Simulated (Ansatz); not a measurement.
**SnO2: density, localisation and related maps**

```
CELL_PARAMETERS angstrom
4.82652 0.00000 0.00000
0.00000 0.00000 -3.23817
0.00000 4.82837 0.00000
ATOMIC_POSITIONS crystal
Sn 0.50000 0.50000 0.51553
Sn 0.00000 0.00000 0.00000
O 0.30650 0.00000 0.30666
O 0.80650 0.50000 0.19334
O 0.19350 0.50000 0.80666
O 0.69350 0.00000 0.69334
```

Space group Pm; a structure from a database of computed crystals, not necessarily the ambient phase; changed on purpose from its base cell (atom 1 (Sn) moved +0.075 A along Cartesian [0 1 0]); not relaxed (largest force 1.6 eV/Å).

Level of theory: DFT PBE, scalar-relativistic, plane waves, PAW in Ansatz 0.2.0.

Core electrons are frozen (PAW), and the valence fields are smoothed inside the atomic spheres.

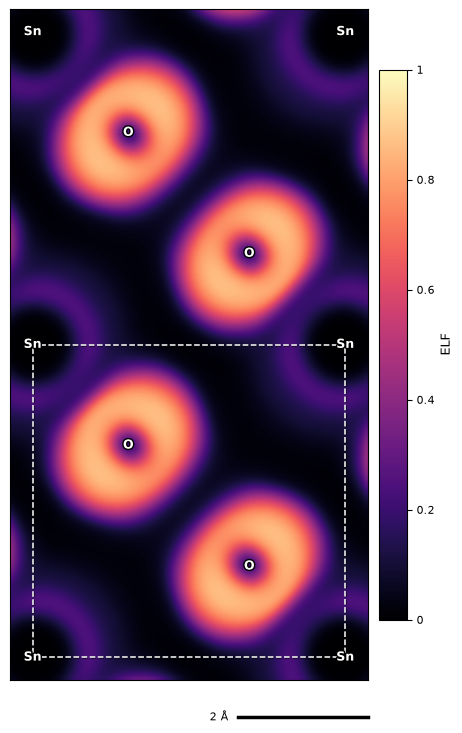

Figure 1. Electron localisation function on the (010) plane of the conventional cell.

> Interpret the plot.

- The section cuts through Sn and O sites.
- Sn–O (2.04 Å): the ELF peaks at about 0.80 in the valence shell of O, 0.6 Å from its nucleus, and is about 0.25 at the midpoint (no localised pair shows between them).
- Sn–O (2.15 Å): the ELF peaks at about 0.80 in the valence shell of O, 0.6 Å from its nucleus, and is about 0.25 at the midpoint: no shared electron pair shows on this line.
- The ELF also peaks beside O, away from the bonds: lone-pair regions.

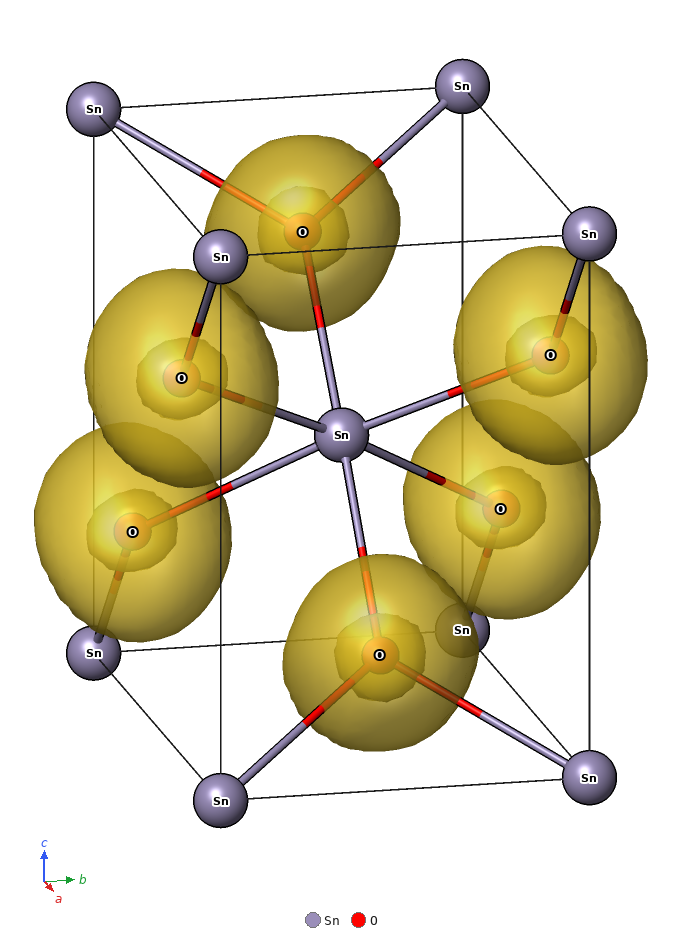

Figure 2. Isosurface of the ELF at 0.7 (yellow), seen slightly off an axis. Core shells and regions of very low density are left out. Sticks mark near contacts.

> Identify the bonds, lone pairs and shells in this picture.

The surface consists of four regions wrapped around O (the valence shell of each), counted in one cell of 6 atoms. Regions shared between cells count once. Along the contacts the grid gives the following. Sn–O (2.09 Å): the ELF peaks at about 0.80 in the valence shell of O, 0.6 Å from its nucleus, and is about 0.25 at the midpoint: no shared electron pair shows on this line.

> Does the calculation give a band gap?

It is gapped, with a Kohn–Sham gap of 0.63 eV on the k-point mesh, an upper bound to the gap of this method.
